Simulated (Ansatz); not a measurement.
# Run report: Ru, single-point calculation

Ru (slab, 6 atoms in the cell), computed with DFT, r2SCAN, PAW with Ansatz's default frozen-core files, scalar-relativistic, no spin polarisation (Ansatz 0.2.0).

It belongs to a series of runs on one base structure; here: core holes in 3d of Ru, PAW files. Figures and captions count atoms from 1; the log counts them from 0 in places.

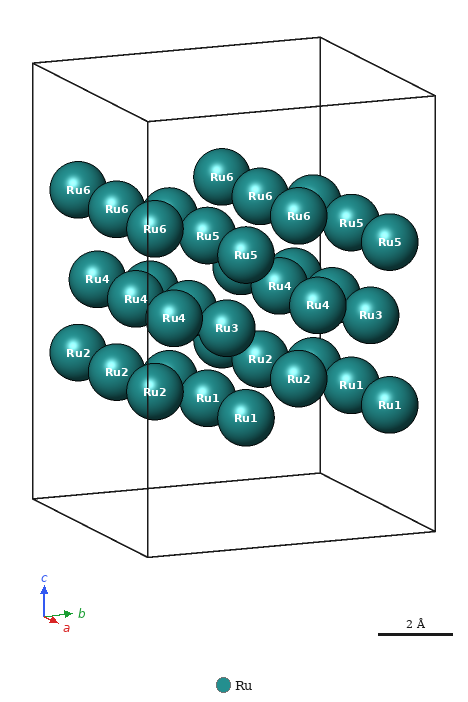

Fig. 1: The structure (spheres-only view of the 3 × 2 repeat of the cell, with the vacuum cut short, seen slightly off an axis; atoms are numbered from 1 in the order of the input). An atom can appear more than once, as a periodic image.

Summary:

| quantity | value |
| --- | --- |
| outcome | converged |
| electrons treated | 96 |
| free energy | −35339.7770 eV |
| Fermi energy | 4.534 eV |
| largest force (length of the vector) | 0.001 eV/Å |
| hardware | 2 threads of Arm Neoverse V2, 24 GiB of memory available, shared host |
| wall time | 3.1 min (CPU time 6.1 min) |
| peak memory | 1.1 GiB |

Input file:
```yaml
crystal:
  lattice:
    - [2.7033707468, 0.0, 0.0]
    - [0.0, 4.2640821151, 0.0]
    - [0.0, 0.0, 21.4628]
  atoms:
    - { symbol: Ru, position: [0.75, 0.75, 0.3788933613] }
    - { symbol: Ru, position: [0.25, 0.25, 0.4087990301] }
    - { symbol: Ru, position: [0.25, 0.75, 0.4829460471] }
    - { symbol: Ru, position: [0.75, 0.25, 0.5170539532] }
    - { symbol: Ru, position: [0.75, 0.75, 0.5912009697] }
    - { symbol: Ru, position: [0.25, 0.25, 0.6211066385] }
kpoints:
  mp_grid: { grid: [12, 8, 1] }
scf:
  occupations: { method: fermi_dirac, width: 0.08 }
hamiltonian:
  xc: r2scan
  pseudopotentials: { kind: paw }
output:
  forces: true
  stress: true
  eigenvalues: true
  core_levels:
    shells: { Ru: ["3d"] }
    counted_from: fermi_level
    add_spin: false
```

Command:
```bash
ansatz run input.yaml --threads 2 --pin off --max-ram 4096MiB --backend cpu --events-out ev --progress --plain --runs-dir out
```

Output:
```
Engine: ansatz 0.2.0, aarch64-unknown-linux-gnu
Pseudopotentials: kind: paw
Pseudopotential: Ru, paw, valence charge 16, recommended cutoff 500 eV (meta_gga), Ru.paw.azcp
Functional definition: r2SCAN
  parameter k0 = 0.174
  parameter k1 = 0.065
  parameter a1 = 4.9479
  exchange = r2scan_x(k0 = k0, k1 = k1, a1 = a1)
  correlation = r2scan_c
Crystal: 6 atoms, lattice volume = 247.410 Å³
Basis set: ecut = 500 eV, 6269 PW (Γ), exchange–correlation on 80×128×640 points (64 copies of the dense FFT grid, shifted against one another)
Bands: 58, of which v1, the nominal top of the filled ones, is band 48 counted from 1 (47 counted from 0)
Symmetry: 8 space group operations
Space group: Pmmn (ITA 59), of the structure as read, at distance tolerance 6.3e-5 Å
k-points: 35 of 96
Non-local potential: Ru, projectors of the file, l = 0: 3, l = 1: 2, l = 2: 2, l = 3: 1
PAW form: soft (Blöchl's): semilocal exchange-correlation on the pseudo side does not see the compensation charge
PAW frozen core: Ru, regenerated for the run's functional (the file was generated under x = pbe(κ = 0.804, μ = 0.2195149727645171), c = pbe(β = 0.06672455060314922))
PAW one-centre angular grid: Ru, 590 points (default); XC on 160 Gauss nodes
Initial density: superposition of atomic densities (neutral atoms: chi_scale 0, normalization atom), corrected by the library's trained network
Initial wavefunctions: pseudopotential atomic-orbital guess
Functional: x = r2scan, c = r2scan; τ floored in thin density (d = 2e-4 eV/Å³)
SCF iter   1: F=—  HF=-35339.704466 eV  |F-HF|=—  |Δ(HF+E_count)|=         —  Δρ=8.10e-3  dr2=9.16e-2  dr2_τ=5.34e-2  ethr=1.77e-3  ⟨swp⟩=8.6  Hψ=8727  notcnv=0
preconditioner: auto → LDOS  [metal: Δε(μ)=0.008 eV  Ē_g=4.712 eV  σ=0.080 eV  W_gap=0.02  n_scr=42 (ndim 8)  ℏωp=16.4 eV  f_vac=0.604  D(μ)=7.70/eV (n_scr^D=48)  β→1.0]
SCF iter   2: F=—  HF=-35339.791673 eV  |F-HF|=—  |Δ(HF+E_count)|=   8.72e-2  Δρ=4.56e-3  dr2=6.29e-2  dr2_τ=3.89e-3  ethr=9.54e-5  ⟨swp⟩=3.1  Hψ=5058  notcnv=0
SCF iter   3: F=—  HF=-35339.777540 eV  |F-HF|=—  |Δ(HF+E_count)|=   1.41e-2  Δρ=1.27e-3  dr2=8.56e-3  dr2_τ=4.97e-4  ethr=6.56e-5  ⟨swp⟩=3.0  Hψ=4201  notcnv=0
SCF iter   4: F=—  HF=-35339.776987 eV  |F-HF|=—  |Δ(HF+E_count)|=   5.53e-4  Δρ=3.70e-4  dr2=3.24e-4  dr2_τ=5.18e-5  ethr=8.91e-6  ⟨swp⟩=2.5  Hψ=3265  notcnv=0
SCF iter   5: F=—  HF=-35339.777045 eV  |F-HF|=—  |Δ(HF+E_count)|=   5.85e-5  Δρ=8.61e-5  dr2=1.29e-4  dr2_τ=2.58e-6  ethr=3.38e-7  ⟨swp⟩=2.8  Hψ=4093  notcnv=0
SCF iter   6: F=—  HF=-35339.777046 eV  |F-HF|=—  |Δ(HF+E_count)|=   1.02e-6  Δρ=3.89e-5  dr2=4.54e-6  dr2_τ=4.91e-7  ethr=1.34e-7  ⟨swp⟩=2.1  Hψ=2633  notcnv=0
SCF iter   7: F=—  HF=-35339.777039 eV  |F-HF|=—  |Δ(HF+E_count)|=   6.99e-6  Δρ=1.50e-5  dr2=1.22e-6  dr2_τ=3.84e-8  ethr=4.73e-9  ⟨swp⟩=3.3  Hψ=4474  notcnv=0
SCF iter   8: F=—  HF=-35339.777039 eV  |F-HF|=—  |Δ(HF+E_count)|=   1.56e-7  Δρ=5.36e-6  dr2=1.38e-7  dr2_τ=1.86e-8  ethr=1.27e-9  ⟨swp⟩=2.1  Hψ=2788  notcnv=0
SCF iter   9: F=-35339.777040 eV  HF=-35339.777040 eV  |F-HF|=3.37e-9  |Δ(HF+E_count)|=   6.22e-8  Δρ=1.24e-6  dr2=6.48e-9  dr2_τ=2.79e-10  ethr=1.04e-10  ⟨swp⟩=7.8  Hψ=9014  notcnv=0
SCF 1 converged in 9 iterations: F = -35339.777040 eV  dr2 = 6.48e-9
  greatest PAW one-centre occupation: 0.997 electrons in one spin orbital (limit 2), on the Ru atom at site 5 (counted from 0), in its partial waves of l = 1
── core hole 1/3: 3d of Ru 0 ──
── 3d of Ru 0: 281.529 eV over the cell without the hole, in 10 iterations ──
── core hole 2/3: 3d of Ru 1 ──
── 3d of Ru 1: 281.812 eV over the cell without the hole, in 11 iterations ──
── core hole 3/3: 3d of Ru 2 ──
── 3d of Ru 2: 282.214 eV over the cell without the hole, in 11 iterations ──
SCF converged after 9 iterations
Free energy (F): -35339.777040 eV
Harris-Foulkes:  -35339.777040 eV  (|F-HF|=3.37e-9)
Internal energy: -35339.615501 eV  (E = F + TS)
E sigma→0 (E₀):  -35339.696270 eV
Entropy (-TS):   -0.161538 eV (-26.923 meV/atom)
Fermi energy:    4.533676 eV
--- Per-component energies (eV) ---
  E_band       = -2208.040990
  E_kinetic    = 3083.497631
  E_local      = -130445.954305  (includes V_loc(G=0)·N_el)
  E_nonlocal   = 2062.930863
  E_hartree    = 62973.610010
  E_xc         = -1100.348305
  E_vxc        = -1594.347619  (∫ρ·V_xc dr)
  E_paw        = -20875.656995  (= ΣΔE_a)
  E_vpaw       = -1374.097151  (= ΣTr[D̂ρ^β])
  E_aug_tail   = 0.000535  (compensation charges beyond the density's cutoff)
  E_vtau       = 112.706452  (kinetic-family band-sum trace: ∫τ·v_τ [+ j·A + Jᵃ·Aᵃ] dr)
  E_ewald      = 48964.170798
  E_core_change = -1.865734  (= ΣΔE_core)
  E_smearing   = -0.161538  (= −TS)
  E_closure    = -0.000000  (closes the sum)
  Σ components = -35339.777040   (vs F -35339.777040, Δ=0.00e0)
--- Forces (eV/Å), atoms counted from 1 ---
  atom   1  Ru     0.00000000     0.00000000    -0.00052785
  atom   2  Ru     0.00000000     0.00000000    -0.00039217
  atom   3  Ru    -0.00000000     0.00000000     0.00061684
  atom   4  Ru     0.00000000    -0.00000000    -0.00061684
  atom   5  Ru    -0.00000000    -0.00000000     0.00039217
  atom   6  Ru    -0.00000000    -0.00000000     0.00052785
  max |Σ_I F_I| component: 0.00e0 eV/Å
--- Stress (GPa, compression-positive) ---
       -2.739740       0.000000       0.000000
        0.000000      -1.668816       0.000000
        0.000000       0.000000       0.002233
  P = ⅓ Tr σ = -1.4688 GPa (-14.688 kbar)
--- Band table (eV; the first three rows and the last of 35) ---
  k-point 0: bands = ["-70.9275", "-70.7521", "-70.5147", "-70.5009", "-70.2211", "-70.2185", "-40.5978", "-40.3072", "-40.1938", "-40.1567", "-40.0587", "-39.9224", "-39.6588", "-39.6426", "-39.5770", "-39.5546", "-39.4590", "-39.4359", "-39.3476", "-39.3296", "-39.1177", "-39.1149", "-39.1065", "-39.0966", "-3.1477", "-1.8635", "-1.6380", "-1.3535", "-1.2883", "-0.9690", "-0.7703", "0.8481", "1.3385", "1.3794", "1.5633", "2.0821", "2.1101", "2.2931", "2.3245", "2.6460", "2.7077", "2.7438", "2.8356", "3.0971", "3.1067", "3.5300", "3.6371", "3.7565", "3.9321", "4.0068", "4.5564", "4.6382", "5.8530", "5.8867", "6.0875", "6.7635", "6.7895", "6.7930"]
  k-point 1: bands = ["-70.9204", "-70.7581", "-70.5111", "-70.4978", "-70.2253", "-70.2226", "-40.5666", "-40.3272", "-40.2437", "-40.0890", "-39.9984", "-39.9117", "-39.7059", "-39.6527", "-39.5692", "-39.5503", "-39.4504", "-39.4277", "-39.3525", "-39.3291", "-39.1448", "-39.1426", "-39.1160", "-39.1059", "-2.9766", "-1.7883", "-1.6241", "-1.5317", "-1.2322", "-0.8305", "-0.3729", "0.8661", "1.1941", "1.4638", "1.5460", "1.8937", "1.9689", "2.0857", "2.1324", "2.3433", "2.7142", "2.8176", "2.9242", "2.9374", "2.9470", "3.7294", "3.9586", "4.0244", "4.1538", "4.4905", "4.5597", "4.6513", "5.7572", "5.8408", "6.0604", "6.6200", "6.6477", "6.6563"]
  k-point 2: bands = ["-70.9005", "-70.7757", "-70.5013", "-70.4901", "-70.2357", "-70.2332", "-40.4997", "-40.3178", "-40.2999", "-39.9942", "-39.8811", "-39.8741", "-39.7738", "-39.6822", "-39.6103", "-39.5414", "-39.4263", "-39.4061", "-39.3677", "-39.3269", "-39.2147", "-39.2108", "-39.1409", "-39.1310", "-2.5094", "-1.7991", "-1.5946", "-1.2451", "-1.0825", "-0.5823", "0.1768", "0.4204", "1.1046", "1.4039", "1.5332", "1.5533", "1.7210", "1.9671", "2.0044", "2.2033", "2.4730", "2.7800", "2.8147", "2.9796", "3.4894", "3.9691", "4.1191", "4.1525", "4.3223", "4.5552", "5.1339", "5.2920", "5.2983", "5.7725", "5.7967", "5.9435", "6.3072", "6.3227"]
  k-point 34: bands = ["-70.7711", "-70.7711", "-70.4258", "-70.4258", "-70.1944", "-70.1944", "-40.5878", "-40.5878", "-40.3335", "-40.3335", "-40.1180", "-40.1180", "-39.8319", "-39.8319", "-39.7665", "-39.7665", "-39.5380", "-39.5380", "-39.3676", "-39.3676", "-39.3653", "-39.3653", "-39.2405", "-39.2405", "-1.6010", "-1.6010", "-1.3453", "-1.3453", "-0.7043", "-0.7043", "0.0282", "0.0282", "0.1474", "0.1474", "0.8981", "0.8981", "2.5113", "2.5113", "3.0506", "3.0506", "3.2297", "3.2297", "3.5765", "3.5765", "4.6111", "4.6111", "5.2276", "5.2276", "5.6664", "5.6664", "6.1416", "6.1416", "6.5157", "6.5157", "8.0147", "8.0147", "9.0530", "9.0530"]
--- Core levels from the Fermi level (as output.core_levels.counted_from types it; a hole's nearest image at 2.7 Å) ---
  the holes have no spin, as output.core_levels.add_spin types it
  atom         alike  shell      binding/eV   shift/eV difference/eV images/eV   SCF
  Ru 0             2     3d         281.529     +0.000       281.529         –    10
  Ru 1             2     3d         281.812     +0.283       281.812         –    11
  Ru 2             2     3d         282.214     +0.685       282.214         –    11
  the dataset of Ru with a 3d hole: scattering error 0.002 eV; free atom: scalar-relativistic, large and small components
  the two lines of Ru's 3d: 3d3/2 +2.497 eV and 3d5/2 -1.665 eV off its levels, 2 : 3 in strength
```
